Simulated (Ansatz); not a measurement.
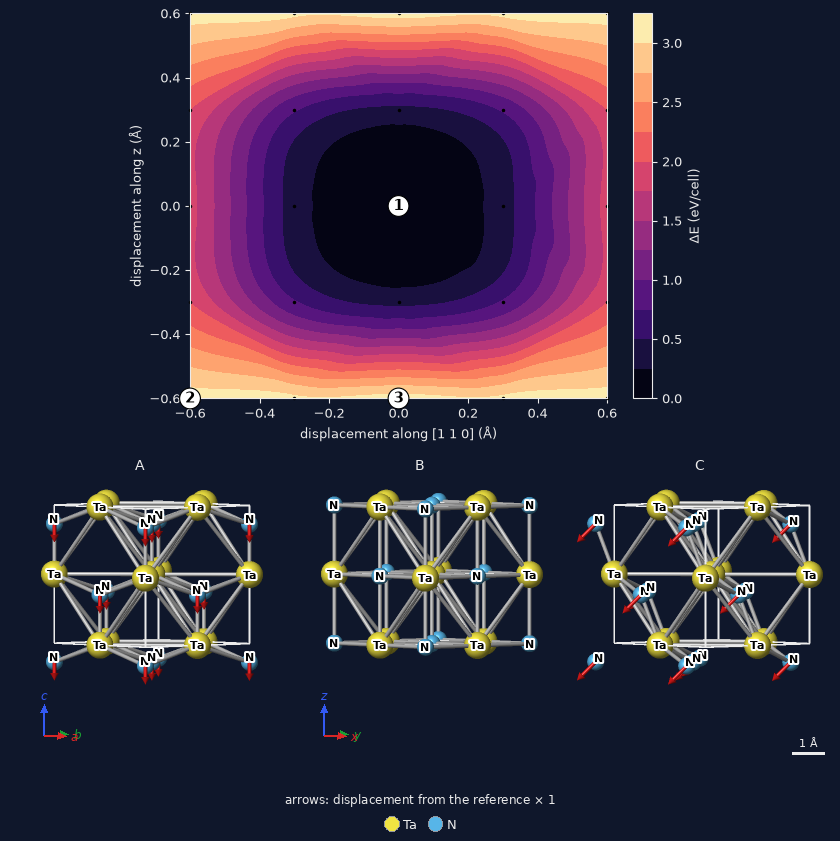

Energy scan for crystalline TaN (Fm-3m), in which the N atom (one in each cell of 2 atoms) is moved over the plane of the Cartesian directions [1 1 0] and z, all else fixed. The map is interpolated between the computed points (dots). The frames are shuffled; each belongs to one numbered point. The picture is a ball-and-stick view of the conventional cell (4 times the calculation's cell), seen nearly along the normal of the scanned plane. Red arrows: displacements from the reference. Lengths and directions refer to the drawn axes.

Computed with Ansatz, DFT PBE, scalar-relativistic, plane waves, PAW. Settings: plane-wave cutoff 420 eV; k-point mesh 24 × 24 × 24; occupations gaussian; smearing width 0.15 eV; no spin polarisation. Energies (free energies at the smearing named) are counted from the relaxed crystal.

### Which frame belongs to which numbered point?

Point 1 is frame B, at (0.00, 0.00) and 0.00 eV/cell; 2 is frame C, at (−0.60, −0.60) and 3.13 eV/cell; 3 is frame A, at (0.00, −0.60) and 3.12 eV/cell. In pairs of (displacement along [1 1 0] (Å); displacement along z (Å)): the lowest computed point lies at (0.00, 0.00) (0.00 eV/cell), the highest at (−0.60, −0.60), (0.60, 0.60), (0.60, −0.60), (−0.60, 0.60) (3.13 eV/cell).  Over the ranges scanned the energy rises more along the second axis, the displacement along z.
